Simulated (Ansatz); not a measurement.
Consider MoS2.

Input file:

```
crystal:
  lattice:
    - [3.1411847469, 0.0, 0.0]
    - [-1.5705923735, 2.7883544335, 0.0]
    - [0.0, 0.0, 6.124711447]
  atoms:
    - { symbol: Mo, position: [0.0, 0.0, 0.5] }
    - { symbol: S, position: [0.3333333333, 0.6666666667, 0.2410625189] }
    - { symbol: S, position: [0.6666666667, 0.3333333333, 0.7589374811] }
basis:
  ecutwfc: 420
kpoints:
  mp_grid: { grid: [18, 18, 8] }
hamiltonian:
  xc: pbesol
scf:
  occupations: { method: gaussian, width: 0.15 }
output:
  forces: true
  stress: true
  eigenvalues: true
  write_density: true
  write_potential: true
  elf: true
  volumetric_format: npy
```

Launched as:

```sh
ansatz run input.yaml --threads 1 --pin off --max-ram 2560MiB --backend cpu --events-out ev --progress --plain --runs-dir out
```

Below, planes, directions and counts refer to the conventional cell (a = 5.58 Å, b = 3.14 Å, c = 6.12 Å, α = 90.00°, β = 90.00°, γ = 90.00°).

Space group C2/m; a structure from a database of computed crystals, not necessarily the ambient phase; changed on purpose from its base cell (strain +0.0250 x Voigt [0, 1, 0, 0, 0, 0], atoms carried along); not relaxed (largest force 0.3 eV/Å); computed pressure about −3 GPa in this cell; computed without spin polarisation.

Computed with DFT PBEsol, scalar-relativistic, plane waves, PAW (Ansatz).

What can the converged valence pseudo-density and electron localisation function tell about the bonding?

Answer. Mo–S (2.44 Å): ρ at the midpoint is about 0.54 e/Å³; the ELF peaks at about 0.85 in the valence shell of S, 0.8 Å from its nucleus, and is about 0.40 at the midpoint.

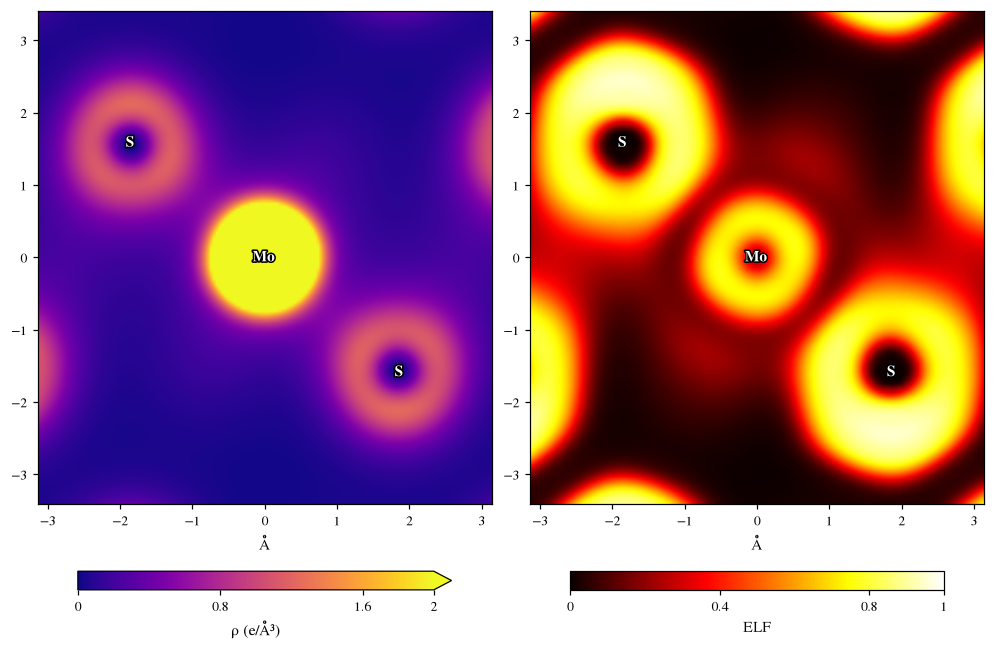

Computed valence pseudo-density and electron localisation function on the (010) plane of the conventional cell, in this order. 

The density is the valence pseudo-density of a PAW calculation; it isn't the true density close to the nuclei.
